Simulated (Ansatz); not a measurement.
The coordinates of a crystal:

```yaml
crystal:
  lattice:
    - [3.41386, 0.00000, 0.00000]
    - [-1.70693, 2.95649, 0.00000]
    - [0.00000, 0.00000, 30.69409]
  atoms:
    - { symbol: W, position: [0.66667, 0.33333, 0.50000] }
    - { symbol: W, position: [0.33333, 0.66667, 0.26994] }
    - { symbol: W, position: [0.33333, 0.66667, 0.73006] }
    - { symbol: Se, position: [0.33333, 0.66667, 0.55577] }
    - { symbol: Se, position: [0.66667, 0.33333, 0.32572] }
    - { symbol: Se, position: [0.66667, 0.33333, 0.78580] }
    - { symbol: Se, position: [0.33333, 0.66667, 0.44423] }
    - { symbol: Se, position: [0.66667, 0.33333, 0.21420] }
    - { symbol: Se, position: [0.66667, 0.33333, 0.67428] }
```

### Describe what this structure looks like.

Composition: WSe₂. Cell content 3 W, 6 Se; Z = 3. The polyhedra are WSe6 trigonal prisms; they share edges. Each W atom is coordinated by six Se in a trigonal prismatic arrangement at 2.61 Å. Around each Se lie three W in a trigonal pyramidal arrangement at 2.61 Å. Not all metal-metal contacts are counted. The bonds build WSe2 layers parallel to (001).

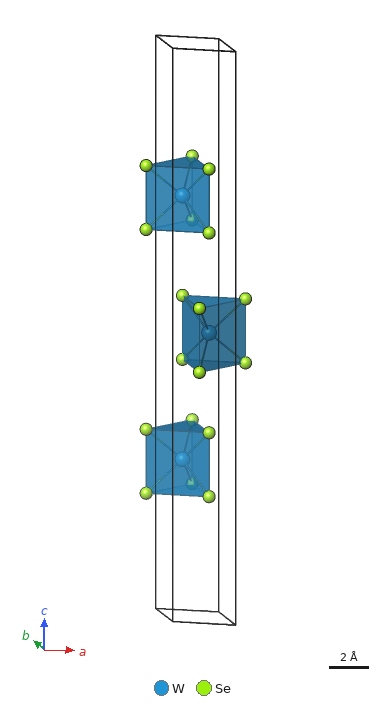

Drawn in the polyhedral manner and seen slightly off an axis. Thin lines show the simulation cell, with boundary atoms drawn in all their periodic places. Some atoms of the next cells are drawn as well.

Its origin is a structure listed in the Materials Project. The cell was then strained or its atoms displaced on purpose. Ansatz was used for an electronic-structure calculation on it.

At this level of theory the run's own cell isn't at rest (stretched, at -7 GPa and forces up to 1.3 eV/Å), so its distances can differ from those at equilibrium, the more so the softer the solid.
